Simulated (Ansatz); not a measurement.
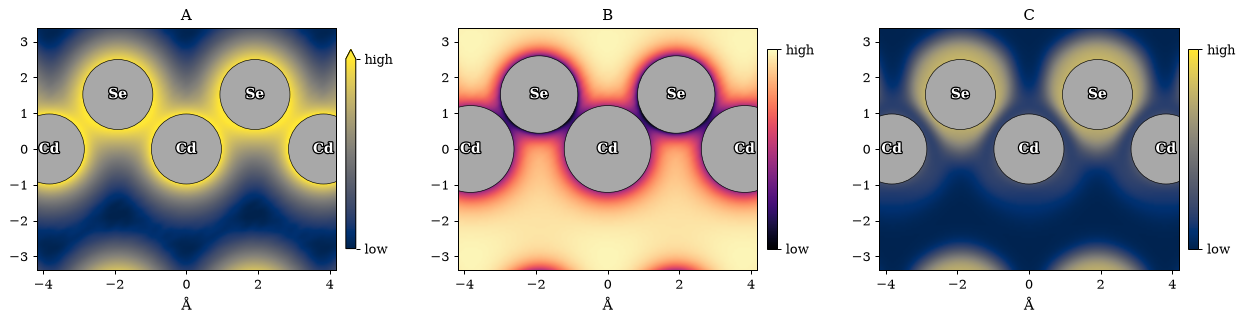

CdSe: 3 fields on the (010) plane of the conventional cell, with unlabelled colour scales. Grey discs cover the atomic cores.

Space group Imm2; a structure from a database of computed crystals, not necessarily the ambient phase; changed on purpose from its base cell (engineering shear strain xz -0.2200, normal strain along z +0.0000); not relaxed (largest force 1.6 eV/Å); computed pressure about 4 GPa in this cell.

Computed with DFT PBEsol, scalar-relativistic, plane waves, PAW (Ansatz).

Q: Match the panels to the quantities (electron localisation function, electrostatic potential energy of an electron and valence pseudo-density).

A: Panel A: valence pseudo-density. Panel B: electrostatic potential energy of an electron (low next to the atoms, rising into the space between them). Panel C: electron localisation function. From the grid: Cd–Se (2.44 Å): ρ at the midpoint is about 0.54 e/Å³; the ELF is about 0.40 at the midpoint.
